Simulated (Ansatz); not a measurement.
**Nb2Sn2O7 (Fd-3m): the dielectric response by several routes**

Wanted: ε∞ of Nb2Sn2O7 (Fd-3m) from perturbation theory, a sum over states and the RPA step of G0W0, with cost.

Calculated with Ansatz 0.2.0; linear response on LDA, plane waves, PAW.

### Step 1. The structure

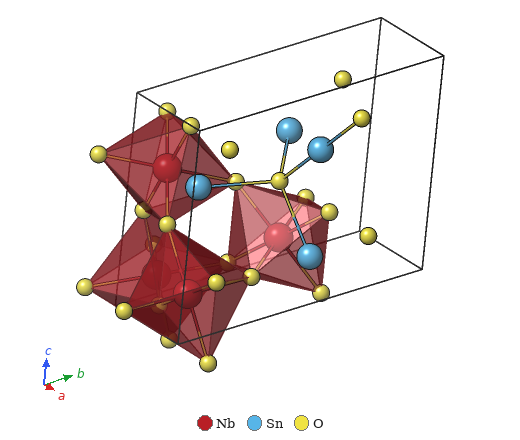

The cell as given, slightly off an axis (niobium red, tin blue, oxygen yellow). Bonds to atoms that aren't drawn are left out. Some periodic images of atoms are drawn too.

The cell and positions are those that the Materials Project relaxed with its own functionals (PBE, PBE+U or r2SCAN), kept fixed. The default PAW set here is soft_2. Its files were made with PBE.

### Step 2. Response to a homogeneous field

ε∞ sets how strongly the crystal screens. Perturbation theory gives it with local fields and without a sum over empty bands.

This step: dielectric response by perturbation theory, LDA, plane waves, PAW.

Input file input.yaml:

```yaml
crystal:
  lattice:
    - [0.0, 5.380295, 5.380295]
    - [5.380295, 0.0, 5.380295]
    - [5.380295, 5.380295, 0.0]
  atoms:
    - { symbol: Nb, position: [0.125, 0.125, 0.125] }
    - { symbol: Nb, position: [0.625, 0.125, 0.125] }
    - { symbol: Nb, position: [0.125, 0.125, 0.625] }
    - { symbol: Nb, position: [0.125, 0.625, 0.125] }
    - { symbol: Sn, position: [0.625, 0.625, 0.125] }
    - { symbol: Sn, position: [0.625, 0.625, 0.625] }
    - { symbol: Sn, position: [0.125, 0.625, 0.625] }
    - { symbol: Sn, position: [0.625, 0.125, 0.625] }
    - { symbol: O, position: [0.061003, 0.438997, 0.061003] }
    - { symbol: O, position: [0.061003, 0.061003, 0.438997] }
    - { symbol: O, position: [0.811003, 0.188997, 0.811003] }
    - { symbol: O, position: [0.061003, 0.438997, 0.438997] }
    - { symbol: O, position: [0.188997, 0.811003, 0.188997] }
    - { symbol: O, position: [0.438997, 0.061003, 0.061003] }
    - { symbol: O, position: [0.188997, 0.188997, 0.811003] }
    - { symbol: O, position: [0.188997, 0.811003, 0.811003] }
    - { symbol: O, position: [0.75, 0.75, 0.75] }
    - { symbol: O, position: [0.811003, 0.188997, 0.188997] }
    - { symbol: O, position: [0.438997, 0.438997, 0.061003] }
    - { symbol: O, position: [0.811003, 0.811003, 0.188997] }
    - { symbol: O, position: [0.5, 0.5, 0.5] }
    - { symbol: O, position: [0.438997, 0.061003, 0.438997] }
kpoints:
  mp_grid: { grid: [4, 4, 4] }
hamiltonian:
  xc: lda
scf:
  occupations: { method: fixed }
dielectric: {}
```

Command:

```
ansatz run input.yaml --threads 24 --pin off --max-ram 82944MiB --backend cuda --events-out ev --progress --plain --runs-dir out --devices 1 --max-vram 78GiB
```

Numbers of over 12 decimals in the logs are rounded to 6 here.

Output:

```text
GPUs: using 1 of 1 available (devices: 1).
Engine: ansatz 0.2.0, aarch64-unknown-linux-gnu
Pseudopotentials: kind: paw
Pseudopotential: Nb, paw, valence charge 13, recommended cutoff 420 eV (normal), Nb.paw.azcp
Pseudopotential: Sn, paw, valence charge 14, recommended cutoff 420 eV (normal), Sn.paw.azcp
Pseudopotential: O, paw, valence charge 6, recommended cutoff 420 eV (normal), O.paw.azcp
Functional definition: SPW92
  exchange = slater_x
  correlation = pw_c
[...]
Crystal: 22 atoms, lattice volume = 311.493 Å³
Basis set: ecut = 420 eV, 6081 PW (Γ), exchange–correlation on 120×120×120 points (8 copies of the dense FFT grid, shifted against one another)
Bands: 118, of which v1, the nominal top of the filled ones, is band 96 counted from 1 (95 counted from 0)
Symmetry: 48 space group operations
k-points: 13 of 64 (irreducible under 8 space group operations, time reversal used)
Non-local potential: Nb, projectors of the file, l = 0: 3, l = 1: 2, l = 2: 2, l = 3: 1
Non-local potential: Sn, projectors of the file, l = 0: 2, l = 1: 2, l = 2: 2, l = 3: 2
Non-local potential: O, projectors of the file, l = 0: 2, l = 1: 2, l = 2: 1
PAW form: soft (Blöchl's): semilocal exchange-correlation on the pseudo side does not see the compensation charge
PAW frozen core: Nb, regenerated for the run's functional, and the local potential with it (the file was generated under x = pbe(κ = 0.804, μ = 0.219515), c = pbe(β = 0.066725))
PAW frozen core: Sn, regenerated for the run's functional, and the local potential with it (the file was generated under x = pbe(κ = 0.804, μ = 0.219515), c = pbe(β = 0.066725))
PAW frozen core: O, regenerated for the run's functional, and the local potential with it (the file was generated under x = pbe(κ = 0.804, μ = 0.219515), c = pbe(β = 0.066725))
PAW one-centre angular grid: Nb, 590 points (default); XC on 64 Gauss nodes
PAW one-centre angular grid: Sn, 590 points (default); XC on 64 Gauss nodes
PAW one-centre angular grid: O, 110 points (default); XC on 64 Gauss nodes
Initial density: superposition of atomic densities (neutral atoms: chi_scale 0, normalization atom), corrected by the library's trained network
Initial wavefunctions: pseudopotential atomic-orbital guess
[...]
Functional: x = slater, c = lda
SCF iter   1: F=—  HF=-49073.408920 eV  |F-HF|=—  |Δ(HF+E_count)|=         —  Δρ=1.86e-2  dr2=1.02e0  ethr=1.77e-3  ⟨swp⟩=4.9  Hψ=4823  notcnv=0  defer=239
preconditioner: auto → Resta (q_TF=auto, 2.517 Å⁻¹)  ε∞=4.9  [insulator: Δε(μ)=1.082 eV  Ē_g=13.409 eV  n_scr=64 (ndim 8)  ℏωp=26.6 eV  f_vac=0.036  ε∞_Penn≈4.9]
SCF iter   2: F=—  HF=-49073.197901 eV  |F-HF|=—  |Δ(HF+E_count)|=   2.11e-1  Δρ=8.04e-3  dr2=2.27e-1  ethr=5.31e-4  ⟨swp⟩=2.0  Hψ=2495  notcnv=0  defer=245
[...]
SCF iter  13: F=-49073.145606 eV  HF=-49073.145606 eV  |F-HF|=1.46e-11  |Δ(HF+E_count)|=    0.00e0  Δρ=8.38e-8  dr2=2.02e-11  ethr=1.00e-12  ⟨swp⟩=1.0  Hψ=2925  notcnv=0
SCF 1 converged in 13 iterations: F = -49073.145606 eV  dr2 = 2.02e-11
  greatest PAW one-centre occupation: 0.998 electrons in one spin orbital (limit 2), on the Nb atom at site 0 (counted from 0), in its partial waves of l = 0
the response reads at least the filled bands of the reference SCF and the lowest empty band at each k-point, and that SCF's band table does not vouch for those bands. The notice of the band table in this run's record says why
[...]
NSCF: frozen V_eff on 1 k-points
[...]
DFPT response loops at Γ: preconditioner auto → Resta (q_TF=auto, 2.517 Å⁻¹)  ε∞=8.0 (no band partly filled); β = 1.00, the filter's whole step (`scf.mixing.beta` (0.50) is not read by the response loops at its default; to damp them type it under 1.00, their step now; it binds the ground state too); Broyden in place of MSR1
── the response to a field inside a basis, on 6×6×6 k-points: an SCF that follows is theirs, and a resumed run solves both again ──
[...]
Bands: 97, of which v1, the nominal top of the filled ones, is band 96 counted from 1 (95 counted from 0)
k-points: 28 of 216 (irreducible under 12 space group operations)
[...]
Eigensolver: Dense (28 Hₖ)
[...]
SCF 1 converged in 7 iterations: F = -49071.963969 eV  dr2 = 5.40e-9
[...]
SCF converged after 13 iterations
[...]
k-point 12: bands = ["-46.9598", "-46.9598", "-46.9555", "-46.9555", "-23.2035", "-23.2035", "-23.1908", "-23.1908", "-23.1419", "-23.1419", "-23.1412", "-23.1412", "-23.0939", "-23.0939", "-23.0701", "-23.0701", "-11.4771", "-11.4771", "-11.4739", "-11.4739", "-11.4670", "-11.4670", "-11.4605", "-11.4605", "-11.4549", "-11.4549", "-11.3704", "-11.3704", "-11.3582", "-11.3582", "-11.3514", "-11.3514", "-11.3361", " [...]
--- Dielectric response (ions clamped): 3 representative field directions + reference, inside a basis on a mesh of 216 k-points (Σ response iterations 18) ---
  ε∞ (high-frequency dielectric tensor):
        9.883266    -0.000000     0.000000
       -0.000000     9.883266    -0.000000
        0.000000    -0.000000     9.883266
  Born effective charges Z* (e; rows j = field, columns β = displacement):
    site 0:
         8.58868    0.70694    0.70694
         0.70694    8.58868    0.70694
         0.70694    0.70694    8.58868
    site 1:
         8.58868   -0.70694   -0.70694
        -0.70694    8.58868    0.70694
        -0.70694    0.70694    8.58868
    site 2:
         8.58868    0.70694   -0.70694
         0.70694    8.58868   -0.70694
        -0.70694   -0.70694    8.58868
    site 3:
         8.58868   -0.70694    0.70694
        -0.70694    8.58868   -0.70694
         0.70694   -0.70694    8.58868
    site 4:
         3.47556    0.85033   -0.85033
         0.85033    3.47556   -0.85033
        -0.85033   -0.85033    3.47556
    site 5:
         3.47556    0.85033    0.85033
         0.85033    3.47556    0.85033
         0.85033    0.85033    3.47556
    site 6:
         3.47556   -0.85033   -0.85033
        -0.85033    3.47556    0.85033
        -0.85033    0.85033    3.47556
    site 7:
         3.47556   -0.85033    0.85033
        -0.85033    3.47556   -0.85033
         0.85033   -0.85033    3.47556
    site 8:
        -4.18494    0.00000   -2.58028
        -0.00000   -2.24072   -0.00000
        -2.58028   -0.00000   -4.18494
    site 9:
        -4.18494   -2.58028   -0.00000
        -2.58028   -4.18494   -0.00000
        -0.00000    0.00000   -2.24072
    site 10:
        -4.18494    0.00000    2.58028
        -0.00000   -2.24072    0.00000
         2.58028    0.00000   -4.18494
    site 11:
        -2.24072    0.00000   -0.00000
         0.00000   -4.18494    2.58028
        -0.00000    2.58028   -4.18494
    site 12:
        -4.18494    0.00000   -2.58028
[...]
site 13:
[...]
site 14:
[...]
site 15:
[...]
site 16:
[...]
site 17:
[...]
site 18:
        -4.18494    2.58028   -0.00000
         2.58028   -4.18494    0.00000
        -0.00000    0.00000   -2.24072
    site 19:
        -4.18494    2.58028   -0.00000
         2.58028   -4.18494   -0.00000
        -0.00000    0.00000   -2.24072
    site 20:
        -2.90730    0.00000   -0.00000
        -0.00000   -2.90730    0.00000
         0.00000   -0.00000   -2.90730
    site 21:
        -4.18494    0.00000    2.58028
        -0.00000   -2.24072    0.00000
         2.58028    0.00000   -4.18494
  Z* charge neutrality: 3.341e-3 e pre-enforcement
  solved inside a basis spanned on kpoints, on 6×6×6 k-points, taken by the longest dipole's decay: ε∞ is read to err by 5.2e-2, Z* by 1.0e-1 e (field_mesh: kpoints solves on kpoints); Z* is corrected for what the basis lacks
```

Wall time 13 s (1 × NVIDIA GB200 (shared by 2 runs) with 24 threads of Arm Neoverse V2, shared host); peak memory 4.9 GiB; 2.2 min of CPU time.

Numbers from this step:

| Property | Result |
| --- | --- |
| stated error of ε∞ | 0.052 |

One over ε∞ averages 0.10, well under the quarter of exact exchange in PBE0, which by this rule of thumb may open the gap too far.

High-frequency dielectric tensor:

```
9.88 0.00 0.00
0.00 9.88 0.00
0.00 0.00 9.88
```

Born effective charge (e), principal values of the symmetric part by kind of site:

| atom | atoms with these values | low | middle | high | mean |
| --- | --- | --- | --- | --- | --- |
| Nb1 | 4 | 7.88 | 7.88 | 10.00 | 8.59 |
| Sn5 | 4 | 2.63 | 2.63 | 5.18 | 3.48 |
| O9 | 12 | -6.77 | -2.24 | -1.60 | -3.54 |
| O17 | 2 | -2.91 | -2.91 | -2.91 | -2.91 |

In full for O9:

```
-4.18  0.00 -2.58
 0.00 -2.24  0.00
-2.58  0.00 -4.18
```

### Step 3. Independent-particle spectrum

The independent-particle spectrum shows where the oscillator strength lies, before excitons and local fields.

This step: independent-particle optics on LDA, plane waves, PAW.

Edit input.yaml of step 2 so:

```diff
@@ -34,2 +34,4 @@
   occupations: { method: fixed }
-dielectric: {}
+  n_extra_bands: 213
+output:
+  optics: { e_range: [0, 25], de: 0.1, sigma: 0.2 }
```

Output:

```text
[...]
GPUs: using 1 of 1 available (devices: 1).
[...]
Crystal: 22 atoms, lattice volume = 311.493 Å³
Basis set: ecut = 420 eV, 6081 PW (Γ)
Bands: 309, of which v1, the nominal top of the filled ones, is band 96 counted from 1 (95 counted from 0)
Symmetry: 48 space group operations
[...]
k-points: 8 of 64
[...]
SCF iter   1: F=—  HF=-49073.411202 eV  |F-HF|=—  |Δ(HF+E_count)|=         —  Δρ=1.86e-2  dr2=1.02e0  ethr=1.77e-3  ⟨swp⟩=4.0  Hψ=8688  notcnv=0  defer=1649
[...]
SCF iter   6: F=—  HF=-49073.145222 eV  |F-HF|=—  |Δ(HF+E_count)|=   1.28e-3  Δρ=1.50e-4  dr2=3.97e-5  ethr=1.34e-6  ⟨swp⟩=2.0  Hψ=1208  notcnv=0  defer=1648
[...]
SCF iter   9: F=—  HF=-49073.145598 eV  |F-HF|=—  |Δ(HF+E_count)|=   6.99e-9  Δρ=7.38e-7  dr2=1.19e-9  ethr=5.46e-11  ⟨swp⟩=2.0  Hψ=1168  notcnv=0  defer=1648
[...]
SCF iter  11: F=-49073.145598 eV  HF=-49073.145598 eV  |F-HF|=1.46e-11  |Δ(HF+E_count)|=  7.28e-11  Δρ=3.75e-8  dr2=4.96e-12  ethr=1.00e-12  ⟨swp⟩=17.8  Hψ=24484  notcnv=0
SCF 1 converged in 11 iterations: F = -49073.145598 eV  dr2 = 4.96e-12
[...]
Optics k sum: 0 of 8 k-points
[...]
SCF converged after 11 iterations
[...]
```

Wall time 5.9 s (1 × NVIDIA GB200 (shared by 2 runs) with 24 threads); peak memory 4.1 GiB; 36 s of CPU time.

This step gave:

| Quantity | Value |
| --- | --- |
| ε∞ without local fields (xx, yy, zz) | 10.48, 10.48, 10.48 |
| electrons in the f-sum (xx, yy, zz) | 141.5, 141.5, 141.5 |
| bands in the explicit sum (the static value is completed to all bands) | 309 |

The sum gives ε∞ = 10.48 without local fields.

The ε₂, xx=yy=zz has structure finer than the step of the table below, so its rows give means over 2 eV, whole bins alone (the curve runs from 0 to 25 eV). Peaks (eV: height): 1.3: 10.3, 4.1: 15.7.

Independent particles, no local fields, Gaussian width 0.2 eV. The ε₂, xx=yy=zz by photon energy; means over each step:

| photon energy (eV) | ε₂, xx=yy=zz |
| --- | --- |
| 2 | 4.24 |
| 4 | 9.78 |
| 6 | 5.44 |
| 8 | 3.97 |
| 10 | 2.78 |
| 12 | 1.82 |
| 14 | 1.28 |
| 16 | 0.854 |
| 18 | 1.20 |
| 20 | 0.901 |
| 22 | 0.631 |
| 24 | 0.675 |

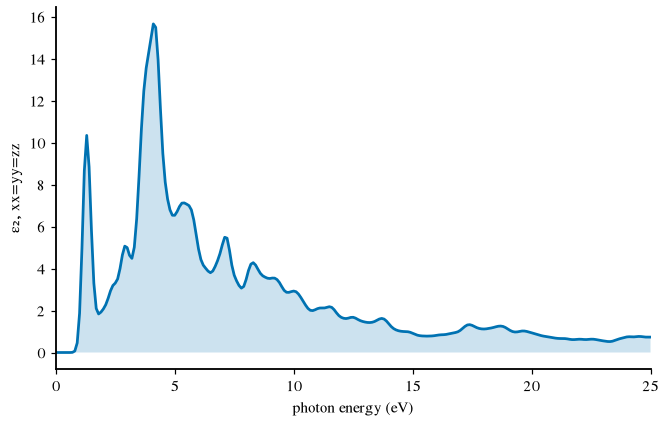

ε₂, xx=yy=zz against photon energy.

The loss function, xx=yy=zz has structure finer than the step of the table below, so its rows give means over 2 eV, whole bins alone (the curve runs from 0 to 25 eV). Peaks (eV: height): 15.2: 1.12, 20.9: 1.11.

Independent particles, no local fields, Gaussian width 0.2 eV. Table of loss function, xx=yy=zz by photon energy; means over each step:

| photon energy (eV) | loss function, xx=yy=zz |
| --- | --- |
| 2 | 0.0399 |
| 4 | 0.0714 |
| 6 | 0.188 |
| 8 | 0.254 |
| 10 | 0.366 |
| 12 | 0.555 |
| 14 | 0.801 |
| 16 | 0.835 |
| 18 | 0.668 |
| 20 | 0.976 |
| 22 | 0.954 |
| 24 | 0.740 |

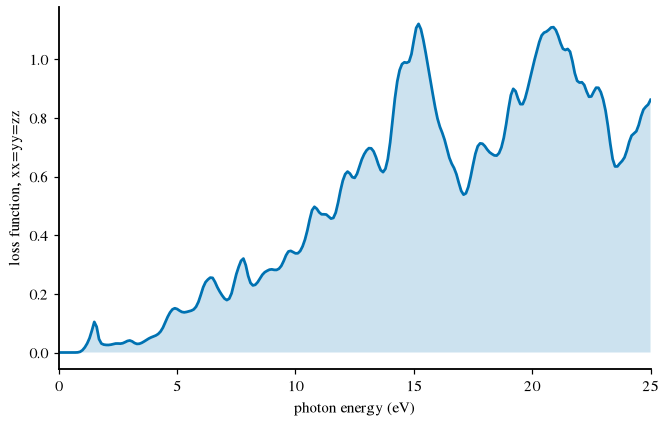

Loss function, xx=yy=zz, plotted against photon energy.

### Step 4. RPA screening from the G0W0 run

G0W0 replaces the xc potential by the self-energy, built once from these orbitals. Only a window of levels is corrected, while the sums run over the empty bands that the input names.

This step: G0W0 on LDA, plane waves, PAW.

Edit input.yaml of step 3 so:

```diff
@@ -29,3 +29,3 @@
 kpoints:
-  mp_grid: { grid: [4, 4, 4] }
+  mp_grid: { grid: [2, 2, 2] }
 hamiltonian:
@@ -34,4 +34,7 @@
   occupations: { method: fixed }
-  n_extra_bands: 213
-output:
-  optics: { e_range: [0, 25], de: 0.1, sigma: 0.2 }
+gw:
+  n_empty_bands: 929
+  ecut_chi: 120.0
+  qp_bands: [v4, c4]
+  qp_kpoints: band_edges
+  screening: { model: contour_deformation }
```

Output:

```text
GPUs: using 1 of 1 available (devices: 1).
[...]
Crystal: 22 atoms, lattice volume = 311.493 Å³
Basis set: ecut = 420 eV, 6081 PW (Γ)
Bands: 118, of which v1, the nominal top of the filled ones, is band 96 counted from 1 (95 counted from 0)
Symmetry: 48 space group operations
[...]
k-points: 3 of 8
[...]
0    99     10.5377   -14.0016    -5.5947   -20.4339  0.7025    11.4531    11.3753  root
     0   100     10.5377   -14.0016    -5.5947   -20.4339  0.7025    11.4531    11.3753  root
[...]
2    97     10.4235   -13.1460    -5.3202   -19.2317  0.7056    11.2490    11.1890  root
     2    98     10.4235   -13.1460    -5.3202   -19.2317  0.7056    11.2490    11.1890  root
     2    99     10.6684   -13.7328    -5.4190   -19.9274  0.6959    11.5128    11.4440  root
     2   100     10.6684   -13.7328    -5.4190   -19.9274  0.6959    11.5128    11.4440  root
[key lines of the parts left out:]
SCF converged after 9 iterations
```

The job ended after 5.4 s (1 × NVIDIA GB200 (shared by 2 runs) with 24 threads; peak memory 2.1 GiB).

This step gave:

```yaml
bands_summed: 1025
rpa_eps_infinity_on_this_mesh_eigenvalues: 14.42, 14.42, 14.42
plane_waves_in_the_screening_matrix: 941
g0w0_gap_on_the_mesh: 1.607 eV
k_of_the_valence_top: 0, 0, -0.5
k_of_the_conduction_bottom: 0, 0, 0
starting_gap_on_the_mesh: 0.8796 eV
least_direct_g0w0_gap_on_the_computed_points: 1.766 eV
```

The gap on the mesh goes from 0.88 eV to 1.61 eV, a correction of +0.73 eV. Between the two edge states, bare exchange in place of the xc potential would open the gap by 8.33 eV, and correlation takes back 7.60 eV.

Mean over the mesh in bins of 0.25 1/Å. Table of static inverse dielectric function, diagonal by length of q+G:

| length of q+G (Å⁻¹) | static inverse dielectric function, diagonal |
| --- | --- |
| 0.54 | 0.189 |
| 0.83 | 0.268 |
| 0.98 | 0.314 |
| 1.28 | 0.402 |
| 1.48 | 0.461 |
| 1.75 | 0.535 |
| 2.03 | 0.603 |
| 2.23 | 0.648 |
| 2.49 | 0.702 |
| 2.72 | 0.743 |
| 2.97 | 0.780 |
| 3.25 | 0.814 |
| 3.50 | 0.839 |
| 3.75 | 0.861 |
| 3.98 | 0.878 |
| 4.24 | 0.895 |
| 4.50 | 0.911 |
| 4.74 | 0.924 |
| 5.03 | 0.937 |
| 5.25 | 0.946 |
| 5.47 | 0.953 |

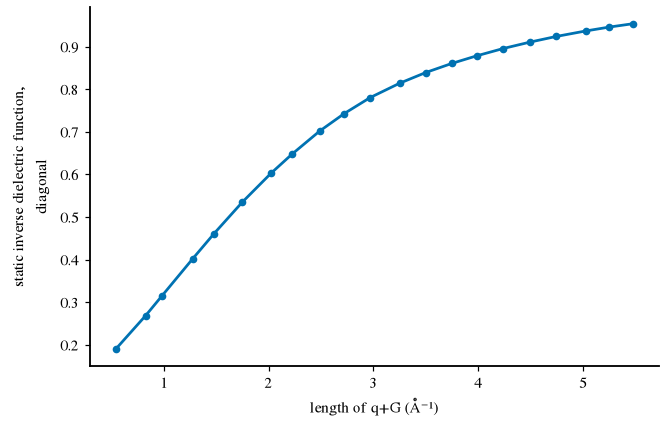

Static inverse dielectric function, diagonal, plotted against length of q+G.

### Step 5. The values together

Times are wall times on 1 × NVIDIA GB200 (shared by 2 runs) with 24 threads of Arm Neoverse V2, shared host, good to a factor of about two.

| method | mesh | ε∞, low | middle | high | mean | time |
| --- | --- | --- | --- | --- | --- | --- |
| perturbation theory (local fields and xc kernel) | 4×4×4 (response on 216 points) | 9.88 | 9.88 | 9.88 | 9.88 | 13 s |
| sum over states (no local fields) | 4×4×4 | 10.48 | 10.48 | 10.48 | 10.48 | 5.9 s |
| RPA with local fields, on the GW mesh | 2×2×2 | 14.42 | 14.42 | 14.42 | 14.42 | 5.4 s |

### Step 6. Outcome

```json
{
  "perturbation theory (local fields and xc kernel)": "9.88, 9.88, 9.88",
  "sum over states (no local fields)": "10.48, 10.48, 10.48",
  "RPA with local fields, on the GW mesh": "14.42, 14.42, 14.42"
}
```

In words: Mean Born effective charge: Nb1 8.59, Sn5 3.48, O9 -3.54, O17 -2.91 e. The most distinct maxima of the ε₂, xx=yy=zz lie at 1.3 and 4.1 eV, the highest at 4.1 eV. Distinct peaks of the loss function, xx=yy=zz stand at 15.2 and 20.9 eV; the one at 15.2 eV is strongest. The sum without local fields gives 10.48 in the mean against 9.88 by perturbation theory; local fields lower ε∞ and the xc kernel gives part of it back, though the sum also carries the error of its own mesh. The RPA values on the 2×2×2 mesh average 1.46 times those of perturbation theory (means 14.42 and 9.88). Without the xc kernel RPA should lie a little lower; it lies higher here. Perturbation theory sums its response on a denser mesh of its own, so the coarser sum of the GW run is the likely cause. LDA usually puts the gap too low, which tends to raise ε∞. Ions are clamped, so the lattice part of the static constant is not in these numbers.

[Paths, hosts, dates, memory and timing lines, banners, echoed tables and standing remarks are left out of the program output.]

[Logs are printed without paths, hosts, clocks, repeated set-up lines and the standing remarks that a program may print on its own settings, such as how far it seeks lower states.]

[Runs of the session that timed out or met a known fault of the program may be left out.]

[Cells called generated may have been cut or substituted from an entry of the Crystallography Open Database or the Materials Project.]

[Hosts, paths, dates, database ids (printed as entryN), source tags and the programs' standing remarks are cut or masked in the printed files.]
